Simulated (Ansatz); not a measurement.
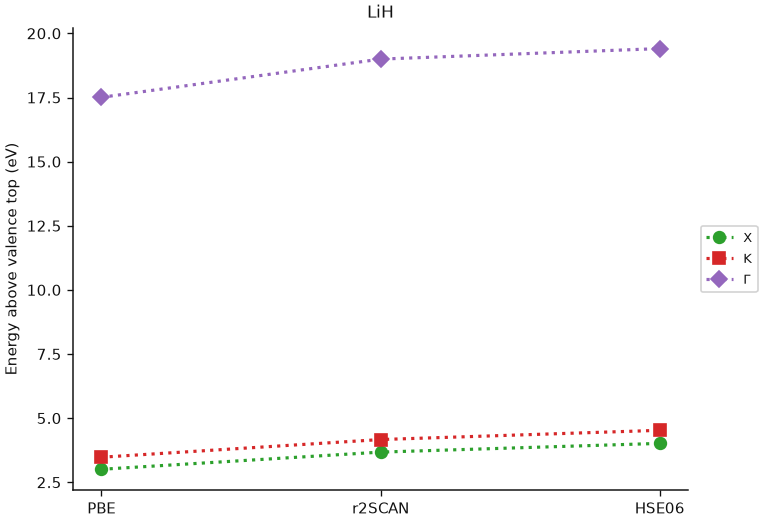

Lowest conduction level at each named k point, counted from the valence-band top at X, by several methods on one cell of LiH, space group I4/mmm (No. 139), 2 atoms in the primitive cell, relaxed with r2SCAN+rVV10, then under −5.62 % biaxial xy strain; a = 2.667 Å, c = 3.997 Å (tetragonal axes). All runs are without spin-orbit coupling and carry no moments. Points keep the names that they have in the unstrained cell. The names follow the standardised cell of this lattice; in reduced coordinates of the cell that was run, X is (0.5, 0, 0.5) and K is (0.375, 0.375, 0.75). The cell is at 6 GPa in PBE. The smallest gap lies off these points.

**Does HSE06 shift these levels rigidly from PBE?**

The shifts are +1.01 eV at X, +1.05 eV at K and +1.90 eV at Γ, and at points that aren't plotted +1.07 eV (L), +1.07 eV (U) and +1.11 eV (W): over the named points that both runs hold, a spread of 0.89 eV on a mean of 1.20 eV, so one shift doesn't describe them.

**How do the methods rank at X?**

From low to high: PBE 3.01, r2SCAN 3.68, HSE06 4.02 eV.

**Do the methods agree on which of these conduction levels is lowest?**

Yes: all put it at X.

```
method  program  X (eV)  K (eV)  Γ (eV)
   PBE   Ansatz    3.01    3.48   17.51
r2SCAN   Ansatz    3.68    4.17   19.00
 HSE06   Ansatz    4.02    4.53   19.41
```

Settings. PBE: Ansatz PAW set, 10×10×10 k mesh, 420 eV cutoff, Fermi-Dirac smearing of 0.02 eV (Ansatz). r2SCAN: Ansatz PAW set, 10×10×10 k mesh, 500 eV cutoff, fixed occupations (Ansatz 0.2.0). HSE06: Ansatz PAW set, 8×8×8 k mesh, 420 eV cutoff, fixed occupations (Ansatz 0.2.0).

These are three of the 4 methods that were run on this cell. The usual form of LiH is rocksalt. LDA, GGA and most meta-GGA functionals understate gaps. r2SCAN and HSE06: the PAW data sets were made with another functional. Over all k points computed the smallest gap is 2.18 eV in PBE, 2.82 eV in r2SCAN and 3.15 eV in HSE06, from the valence top at X to the conduction bottom at a point off the named ones. The names follow the standardised cell of this lattice; in reduced coordinates of the cell that was run, L is (0.5, 0.5, 0.5), U is (0.625, 0.25, 0.625) and W is (0.5, 0.25, 0.75).
